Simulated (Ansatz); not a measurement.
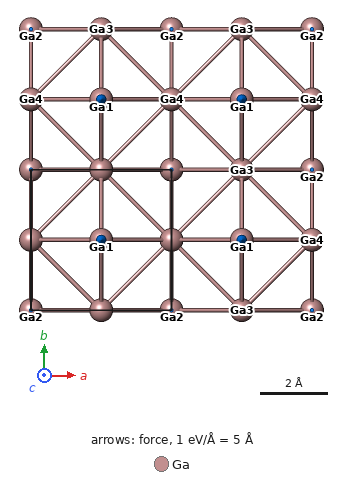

Starting geometry of a crystal of Ga (set up in I4/mmm) (coarse preliminary run) with the computed forces as blue arrows. Style: ball-and-stick. Shown: the conventional cell (2 times the calculation's cell), repeated 2 × 2 × 1 with one cell outlined, along the c axis. Lengths and directions refer to the drawn axes.

Case: 2 of 2 Na taken out, relaxed.

Theory: DFT r2SCAN, scalar-relativistic, plane waves, PAW in Ansatz 0.2.0. Settings: plane-wave cutoff 500 eV; k-point mesh 6 × 6 × 6; occupations gaussian; smearing width 0.1 eV; no spin polarisation; cell and atoms relaxed; force threshold 0.0325 eV/Å; at most 70 steps.

> What follows when this structure is relaxed?

It isn't relaxed: the largest force vector, on Ga atoms, is 0.47 eV/Å. The atoms end up moving mostly along the starting forces (cosine between the two patterns 1.00). After 3 accepted moves (5 points after the start) the energy has fallen by 62.0 meV per atom. The largest force component goes from 0.47 to 0.029 eV/Å. Pressure: −2.09 GPa at the start and −0.04 GPa at the end. The line search rejected the trial step at point 2 of the run. At 1 point the geometry stayed and the basis and grid were re-selected for the new cell (energy shift of 0.3 meV per atom at most each time). The largest moves relative to the cell, 0.089 Å, are those of Ga1 and Ga2. Ga1 goes along +c. Cell: a = b 4.197 → 3.913 Å (−6.8 %), c 11.125 → 11.691 Å (+5.1 %). Volume −8.6 %. Some distances before and after: Ga3–Ga4 2.968 → 2.767 Å, Ga1–Ga2 2.467 → 2.415 Å, Ga1–Ga3 2.607 → 2.602 Å. Bond angles that change, for instance: Ga3–Ga2–Ga3 107.2° → 97.5°, Ga3–Ga2–Ga4 69.4° → 64.2°, Ga1–Ga2–Ga3 126.4° → 131.2°. The space group stays I4/mmm (No. 139). The run took 41 s on 2 threads of Arm Neoverse V2, with other jobs on the host, peak memory 0.61 GiB.
